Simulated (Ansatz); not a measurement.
# Energy of Sb₆Se along an even scaling of the cell

System: Sb₆Se (Pm-3m, 7 atoms in the cell).
Method: Kohn-Sham DFT of a periodic cell, PBE, Ansatz PAW, no spin polarisation (Ansatz 0.2.0).

The 5 runs differ only in the geometry, by an even scaling of the cell at fixed fractional positions. The structure was built on a prototype by a generator; it need not be a known phase.

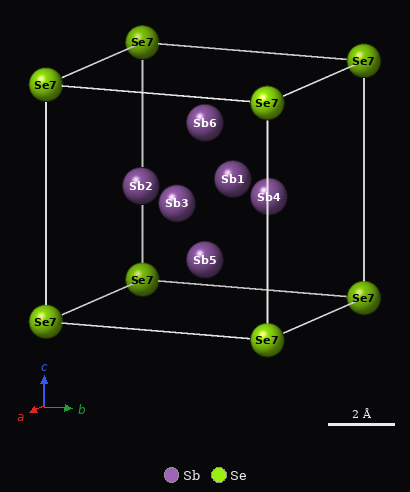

Figure 1. The structure of run 3 (ball-and-stick view of the cell of the calculation, seen slightly off an axis; atoms are numbered from 1 in the order of the input).

### Input of run 3
```yaml
crystal:
  lattice:
    - [7.4132390276, 0.0, 0.0]
    - [0.0, 7.4132390276, 0.0]
    - [0.0, 0.0, 7.4132390276]
  atoms:
    - { symbol: Sb, position: [0.21116, 0.5, 0.5] }
    - { symbol: Sb, position: [0.5, 0.21116, 0.5] }
    - { symbol: Sb, position: [0.78884, 0.5, 0.5] }
    - { symbol: Sb, position: [0.5, 0.78884, 0.5] }
    - { symbol: Sb, position: [0.5, 0.5, 0.21116] }
    - { symbol: Sb, position: [0.5, 0.5, 0.78884] }
    - { symbol: Se, position: [0.0, 0.0, 0.0] }
hamiltonian:
  xc: pbe
  pseudopotentials: { kind: paw }
kpoints:
  mp_grid: { grid: [4, 4, 4] }
scf:
  occupations: { method: fermi_dirac, width: 0.05 }
output:
  forces: true
  stress: true
  eigenvalues: true
```

Command:
```bash
ansatz run input.yaml --threads 4 --pin off --max-ram 10240MiB --backend cpu --events-out ev --progress --plain --runs-dir out
```

Run 4 differs from it as follows:
```diff
-    - [7.4132390276, 0.0, 0.0]
-    - [0.0, 7.4132390276, 0.0]
-    - [0.0, 0.0, 7.4132390276]
+    - [7.5615429733, 0.0, 0.0]
+    - [0.0, 7.5615429733, 0.0]
+    - [0.0, 0.0, 7.5615429733]
```

### Results, with one run withheld

| run | volume per atom (Å³) | free energy per atom, from the lowest run given (meV) | pressure (GPa) |
| --- | --- | --- | --- |
| 1 | 55.825 | 14.64 | 1.52 |
| 2 | 57.013 | 5.41 | 0.98 |
| 3 | 58.200 | 0.00 | 0.49 |
| 4 | 61.764 | ? | ? |
| 5 | 62.951 | 9.38 | −1.01 |

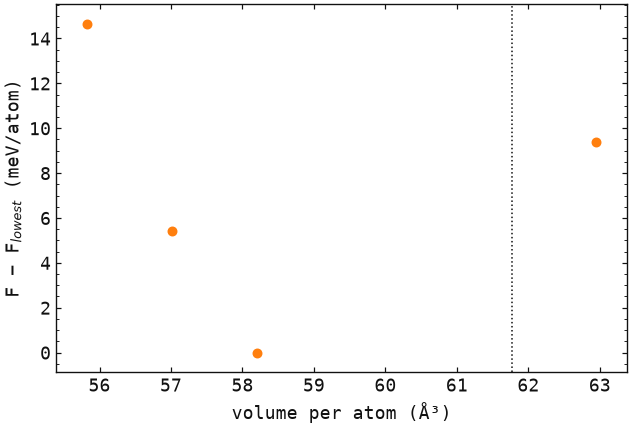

Figure 2. Free energy per atom of the runs given; the dotted line marks run 4.

What should run 4 give?

A quadratic polynomial in V^(−2/3) (the Birch–Murnaghan form), fitted to the 4 runs given, misses them by at most 0.01 meV per atom. With x = V^(−2/3) − 0.06644 Å⁻², it reads F = −0.55541 + 3457.3 x + 2.0067e+06 x² (meV per atom). At run 4 it gives 2.96 meV per atom, and the run itself gives 3.01. The slope of the fit gives a pressure −dF/dV of −0.70 GPa there, and the run prints −0.70 GPa. The fit has its minimum at 59.547 Å³ per atom, where V d²F/dV² gives 20.6 GPa. Cell shape and fractional positions are held, so this is the stiffness under even scaling; the relaxed bulk modulus wasn't computed and can be far lower in a crystal of layers, chains or molecules like this one.

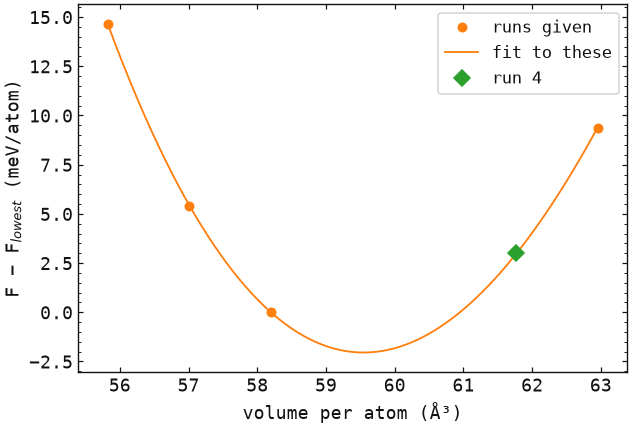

Figure 3. The fit and the withheld run.

### Output, shortened to warnings, some set-up lines, iterations and results (run 4)
```
Basis set: ecut = 420 eV, 8385 PW (Γ), exchange–correlation on 108×108×108 points (8 copies of the dense FFT grid, shifted against one another)
Symmetry: 48 space group operations
k-points: 10 of 64
Initial density: superposition of atomic densities (neutral atoms: chi_scale 0, normalization atom), corrected by the library's trained network
[...]
SCF iter   1: F=—  HF=-44373.149785 eV  |F-HF|=—  |Δ(HF+E_count)|=         —  Δρ=2.42e-2  dr2=1.53e1  ethr=1.77e-3  ⟨swp⟩=7.4  Hψ=2468  notcnv=0
SCF iter   2: F=—  HF=-44407.407227 eV  |F-HF|=—  |Δ(HF+E_count)|=    3.43e1  Δρ=7.21e-2  dr2=1.29e2  ethr=1.77e-3  ⟨swp⟩=5.6  Hψ=1631  notcnv=0  defer=31  recentre
SCF iter   3: F=—  HF=-44370.324428 eV  |F-HF|=—  |Δ(HF+E_count)|=    3.71e1  Δρ=2.55e-2  dr2=1.44e1  ethr=1.77e-3  ⟨swp⟩=3.6  Hψ=1627  notcnv=0  defer=17
SCF iter   4: F=—  HF=-44370.527162 eV  |F-HF|=—  |Δ(HF+E_count)|=   2.03e-1  Δρ=1.74e-2  dr2=8.43e0  ethr=1.77e-3  ⟨swp⟩=2.5  Hψ=957  notcnv=0  defer=12
SCF iter   5: F=—  HF=-44370.628414 eV  |F-HF|=—  |Δ(HF+E_count)|=   1.01e-1  Δρ=1.97e-2  dr2=9.16e0  ethr=1.77e-3  ⟨swp⟩=1.4  Hψ=760  notcnv=0  defer=16
[... 8 lines ...]
SCF iter  14: F=—  HF=-44369.868654 eV  |F-HF|=—  |Δ(HF+E_count)|=   2.59e-5  Δρ=6.91e-5  dr2=1.27e-4  ethr=1.52e-6  ⟨swp⟩=1.0  Hψ=625  notcnv=0  defer=15
SCF iter  15: F=—  HF=-44369.868651 eV  |F-HF|=—  |Δ(HF+E_count)|=   3.52e-6  Δρ=1.89e-5  dr2=9.83e-6  ethr=1.20e-7  ⟨swp⟩=1.0  Hψ=625  notcnv=0  defer=15
SCF iter  16: F=—  HF=-44369.868753 eV  |F-HF|=—  |Δ(HF+E_count)|=   1.02e-4  Δρ=1.44e-6  dr2=4.73e-8  ethr=9.43e-11  ⟨swp⟩=12.9  Hψ=2880  notcnv=0
SCF iter  17: F=-44369.868753 eV  HF=-44369.868753 eV  |F-HF|=1.99e-8  |Δ(HF+E_count)|=   2.85e-9  Δρ=9.57e-7  dr2=2.19e-8  ethr=4.47e-11  ⟨swp⟩=2.0  Hψ=1931  notcnv=0
SCF 1 converged in 17 iterations: F = -44369.868753 eV  dr2 = 2.19e-8
SCF converged after 17 iterations
Free energy (F): -44369.868753 eV
Harris-Foulkes:  -44369.868753 eV  (|F-HF|=1.99e-8)
Internal energy: -44369.676055 eV  (E = F + TS)
E sigma→0 (E₀):  -44369.772404 eV
Entropy (-TS):   -0.192698 eV (-27.528 meV/atom)
Fermi energy:    1.938356 eV
--- Per-component energies (eV) ---
  E_band       = -2178.135704
  E_kinetic    = 1348.936793
  E_local      = -19342.855610  (includes V_loc(G=0)·N_el)
  E_nonlocal   = 1573.455971
  E_hartree    = 8822.230825
  E_xc         = -925.734862
  E_vxc        = -662.493154  (∫ρ·V_xc dr)
  E_paw        = -29358.690661  (= ΣΔE_a)
  E_vpaw       = -2739.645307  (= ΣTr[D̂ρ^β])
  E_aug_tail   = -0.000595  (compensation charges beyond the density's cutoff)
  E_ewald      = -6487.017918
  E_smearing   = -0.192698  (= −TS)
  E_closure    = 0.000000  (closes the sum)
  Σ components = -44369.868753   (vs F -44369.868753, Δ=0.00e0)
--- Forces (eV/Å), atoms counted from 1 ---
  atom   1  Sb     0.29574456     0.00000000     0.00000000
  atom   2  Sb    -0.00000000     0.29574456     0.00000000
  atom   3  Sb    -0.29574456    -0.00000000    -0.00000000
  atom   4  Sb     0.00000000    -0.29574456     0.00000000
  atom   5  Sb     0.00000000     0.00000000     0.29574456
  atom   6  Sb    -0.00000000     0.00000000    -0.29574456
  atom   7  Se     0.00000000    -0.00000000    -0.00000000
  max |Σ_I F_I| component: 1.11e-16 eV/Å
--- Stress (GPa, compression-positive) ---
       -0.697098      -0.000000       0.000000
        0.000000      -0.697098       0.000000
        0.000000       0.000000      -0.697098
  P = ⅓ Tr σ = -0.6971 GPa (-6.971 kbar)
```
